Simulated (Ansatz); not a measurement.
## Electronic structure of Tl6Br7 (slab) in real space

The calculation's input:

```
crystal:
  lattice:
    - [4.0528300072, 0.0, 0.0]
    - [0.0, 9.0624033975, 0.0]
    - [0.0, 0.0, 25.8748840769]
  atoms:
    - { symbol: Br, position: [0.5, 0.7, 0.2898563711] }
    - { symbol: Tl, position: [0.0, 0.4, 0.3248803092] }
    - { symbol: Br, position: [0.5, 0.1, 0.3599042474] }
    - { symbol: Tl, position: [0.0, 0.8, 0.3949281855] }
    - { symbol: Br, position: [0.5, 0.5, 0.4299521237] }
    - { symbol: Tl, position: [0.0, 0.2, 0.4649760618] }
    - { symbol: Br, position: [0.5, 0.9, 0.5] }
    - { symbol: Tl, position: [0.0, 0.6, 0.5350239382] }
    - { symbol: Br, position: [0.5, 0.3, 0.5700478763] }
    - { symbol: Tl, position: [0.0, 0.0, 0.6050718145] }
    - { symbol: Br, position: [0.5, 0.7, 0.6400957526] }
    - { symbol: Tl, position: [0.0, 0.4, 0.6751196908] }
    - { symbol: Br, position: [0.5, 0.1, 0.7101436289] }
basis:
  ecutwfc: 420
kpoints:
  mp_grid: { grid: [7, 3, 1] }
hamiltonian:
  xc: pbe
scf:
  occupations: { method: gaussian, width: 0.05 }
output:
  forces: true
  eigenvalues: true
  write_density: true
  write_potential: true
  elf: true
  volumetric_format: npy
efield:
  axis: 3
  dipole_correction: true
  ramp_width: 0.04
```

Run with:

```sh
ansatz run input.yaml --threads 4 --pin off --max-ram 10240MiB --backend cpu --events-out ev --progress --plain --runs-dir out
```

Built by placing these elements on a known structure type; not relaxed (largest force 0.5 eV/Å); computed without spin polarisation.

Computed with DFT PBE, scalar-relativistic, plane waves, PAW in Ansatz 0.2.0.

The density is the valence pseudo-density of a PAW calculation; it isn't the true density close to the nuclei.

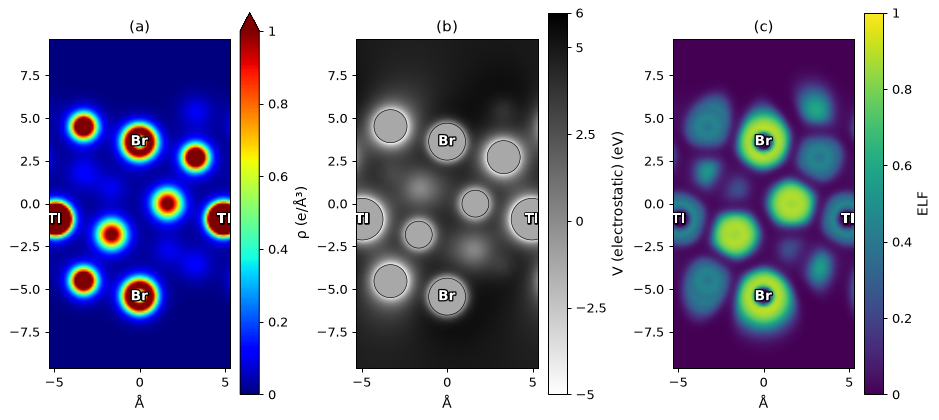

Figure 1. (a) valence charge density (pseudo); (b) electrostatic potential energy of an electron; (c) electron localisation function on the (11̄0) plane of the calculation cell, a cut from vacuum to vacuum. Grey discs cover the atomic cores in the potential map.

Q: What does the map show?

A: The section cuts through Br and Tl sites. Atoms just off the plane (Tl, 0.7 Å away and Br, 0.7 Å away) can leave unmarked features too. The density dies away to nearly zero in the vacuum.

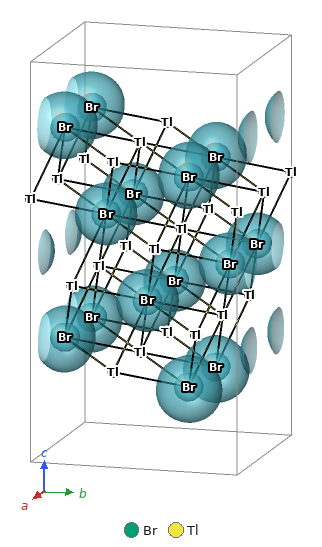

Figure 2. Isosurface of the ELF at 0.7 (cyan), seen slightly off an axis. Only the valence region is drawn (cores and ρ < 0.01 e/Å³ removed). Sticks mark near contacts.

Q: Describe the localisation domains.

A: The surface consists of seven regions wrapped around Br (the valence shell of each), counted in one cell of 13 atoms. Counts are for one cell; the picture repeats the cell along the surface. Profiles from the grid: Tl–Br (3.51 Å): the ELF is about 0.10 at the midpoint; no localised pair shows between them.

Q: Metal or insulator at this level of theory?

A: It is metallic or semimetallic at this level of theory: no gap opens.
